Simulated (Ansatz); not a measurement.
## Electronic structure of Hf17S31 (cell charge −1, with a compensating background) (cell with a defect) in real space

Input

```
crystal:
  lattice:
    - [-1.8029314157, 9.3683064435, -5.7703876582]
    - [1.8029314157, -9.3683064435, -5.7703876582]
    - [-9.0146570783, -3.1227688145, 5.7703876582]
  atoms:
    - { symbol: Hf, position: [0.242844116, 0.6212047889, 0.871639327] }
    - { symbol: Hf, position: [0.4986464925, 0.5018017354, 0.0002534499] }
    - { symbol: Hf, position: [0.2466678522, 0.3735469785, 0.6255300362] }
    - { symbol: Hf, position: [-0.0027282871, 0.7473136316, 0.7499538116] }
    - { symbol: Hf, position: [0.4937698148, 0.2439859071, 0.7584853729], spin: 0.25 }
    - { symbol: Hf, position: [0.7496316523, 0.1233885832, 0.8762430692] }
    - { symbol: Hf, position: [-0.0013970669, 0.9987766164, -0.00325906] }
    - { symbol: Hf, position: [0.4986464925, 0.7483930426, 0.2468447572] }
    - { symbol: Hf, position: [0.7510995084, 0.628225461, 0.3728740474] }
    - { symbol: Hf, position: [0.2326011697, 0.1125091145, 0.3700920552], spin: 0.25 }
    - { symbol: Hf, position: [-0.0027282871, 0.4973179013, 0.4999580813] }
    - { symbol: Hf, position: [0.4937698148, 0.9852844419, 0.4997839077], spin: 0.25 }
    - { symbol: Hf, position: [0.7502334495, 0.8739490059, 0.6254745904] }
    - { symbol: Hf, position: [0.7502334495, 0.3747588591, 0.1262844437] }
    - { symbol: Hf, position: [0.2466678522, 0.871137816, 0.1231208737] }
    - { symbol: Hf, position: [-0.0013970669, 0.2518619932, 0.2498263167] }
    - { symbol: Hf, position: [0.6717039299, 0.382108252, 0.5395956779], spin: 0.25 }
    - { symbol: S, position: [0.7887112199, 0.1250284174, 0.664439866] }
    - { symbol: S, position: [0.5420529439, 0.0037583847, 0.2971606178] }
    - { symbol: S, position: [0.2948820683, 0.3704946608, 0.4181893955] }
    - { symbol: S, position: [0.7932523777, 0.876613328, 0.4176927945] }
    - { symbol: S, position: [0.0403273262, 0.7476079737, 0.5427193526] }
    - { symbol: S, position: [0.2908943876, 0.6238685921, 0.6664476139] }
    - { symbol: S, position: [0.7887112199, 0.374271354, 0.9136828025] }
    - { symbol: S, position: [0.0421435408, 0.2508114262, 0.0413321146] }
    - { symbol: S, position: [0.5400482818, 0.7508642304, 0.0391840514] }
    - { symbol: S, position: [0.2948820683, 0.1266926729, 0.1743874075] }
    - { symbol: S, position: [0.7932523777, 0.6255595832, 0.1666390497] }
    - { symbol: S, position: [0.0439636686, 0.5015696052, 0.2930144348] }
    - { symbol: S, position: [0.0439636686, 0.0009492338, 0.7923940634] }
    - { symbol: S, position: [0.5420529439, 0.4948923262, 0.7882945592] }
    - { symbol: S, position: [0.2908943876, 0.8744467736, 0.9170257955] }
    - { symbol: S, position: [0.9461115567, 0.48589544, 0.7102161167] }
    - { symbol: S, position: [0.2059496111, 0.3708206891, 0.8336079315] }
    - { symbol: S, position: [0.9542817018, 0.2453782773, 0.4574339103] }
    - { symbol: S, position: [0.6952181468, 0.6159043609, 0.5817348624] }
    - { symbol: S, position: [0.2061702505, 0.120788878, 0.5840719034] }
    - { symbol: S, position: [0.4546621208, 0.9964240856, 0.7082380352] }
    - { symbol: S, position: [0.7060362076, 0.8716605149, 0.8338536458] }
    - { symbol: S, position: [0.2059496111, 0.6223416796, 0.085128922] }
    - { symbol: S, position: [0.4556755071, 0.4978161266, 0.2078593805] }
    - { symbol: S, position: [0.9519706278, 0.9956687738, 0.2063018541] }
    - { symbol: S, position: [0.6952181468, 0.3634832844, 0.3293137859] }
    - { symbol: S, position: [0.2061702505, 0.8720983471, 0.3353813725] }
    - { symbol: S, position: [0.4539854922, 0.7434682043, 0.4577571977] }
    - { symbol: S, position: [0.4539854922, 0.2462282945, 0.9605172878] }
    - { symbol: S, position: [0.9542817018, 0.7468477915, 0.9589034245] }
    - { symbol: S, position: [0.7060362076, 0.1221825618, 0.0843756927] }
  host:
    lattice:
      - [3.6058628313, 0.0, 0.0]
      - [-1.8029314157, 3.1227688145, 0.0]
      - [0.0, 0.0, 5.7703876582]
    atoms:
      - { symbol: Hf, position: [0.0, 0.0, 0.0] }
      - { symbol: S, position: [0.6666666667, 0.3333333333, 0.7476059817] }
      - { symbol: S, position: [0.3333333333, 0.6666666667, 0.2523940183] }
total_charge: -1
basis:
  ecutwfc: 420
  xc_grid: 2
kpoints:
  mp_grid: { grid: [2, 2, 2], shift: [0.5, 0.5, 0.5] }
hamiltonian:
  xc: pbe
  dispersion: d3bj
scf:
  occupations: { method: gaussian, width: 0.01 }
output:
  forces: true
  stress: false
  eigenvalues: true
  populations: true
  charged_corrections:
    defect_position: [0.54286368, 0.25119701, 0.54166667]
    epsilon: [[42.1487, 0.0, 0.0], [0.0, 42.1487, 0.0], [0.0, 0.0, 6.4742]]
  write_density: true
  write_potential: true
  elf: true
  volumetric_format: npy
magnetization:
  spin_polarized: true
relax:
  adjacent_minimum: "off"
  f_tol: 0.025
  max_steps: 45
```

Run with:

```sh
ansatz run input.yaml --threads 4 --pin off --max-ram 10240MiB --backend cpu --events-out ev --progress --plain --runs-dir out
```

The fields are those of the run's last geometry, not of the input's.

The program warned that a starting moment wasn't kept; spin-polarised, but the moments vanished.

Method: DFT PBE+D3(BJ), scalar-relativistic, plane waves, PAW (Ansatz 0.2.0).

Core electrons are frozen (PAW), and the valence fields are smoothed inside the atomic spheres.

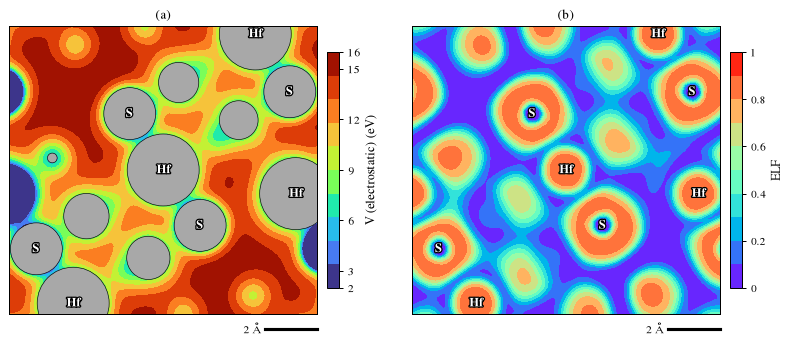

Figure 1. (a) electrostatic potential energy of an electron; (b) electron localisation function on the (010) plane of the calculation cell. Grey discs cover the atomic cores in the potential map.

> Interpret the plot.

The section cuts through Hf and S sites. Hf–S (2.52 Å): the ELF peaks at about 0.85 in the valence shell of S, 0.8 Å from its nucleus, and is about 0.40 at the midpoint. Hf–S (2.56 Å): the ELF peaks at about 0.85 in the valence shell of S, 0.9 Å from its nucleus, and is about 0.40 at the midpoint. The features right at Hf lie inside the PAW spheres, where the map follows smoothed inner orbitals and isn't to be read closely. Outside the cores the potential energy rises away from the atoms and is highest about 2.1 Å from the nearest atoms; its zero is arbitrary.

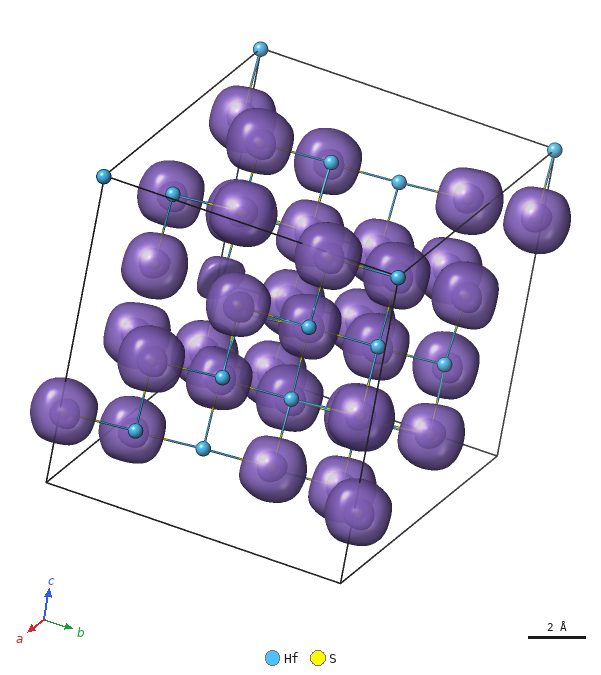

Figure 2. Isosurface of the ELF at 0.7 (purple), seen at an oblique angle. Core shells and regions of very low density are left out. Sticks mark near contacts.

> What do the ELF domains correspond to?

The surface consists of 31 regions wrapped around S (the valence shell of each) and one pocket between the atoms, centred on no nucleus (multi-centre or interstitial), counted in one cell of 48 atoms. Regions shared between cells count once. Along the contacts the grid gives the following. Hf–S (2.43 Å): the ELF peaks at about 0.85 in the valence shell of S, 0.8 Å from its nucleus, and is about 0.30 at the midpoint. Hf–S (2.48 Å): the ELF peaks at about 0.85 in the valence shell of S, 0.8 Å from its nucleus, and is about 0.25 at the midpoint: no localised pair shows between them.
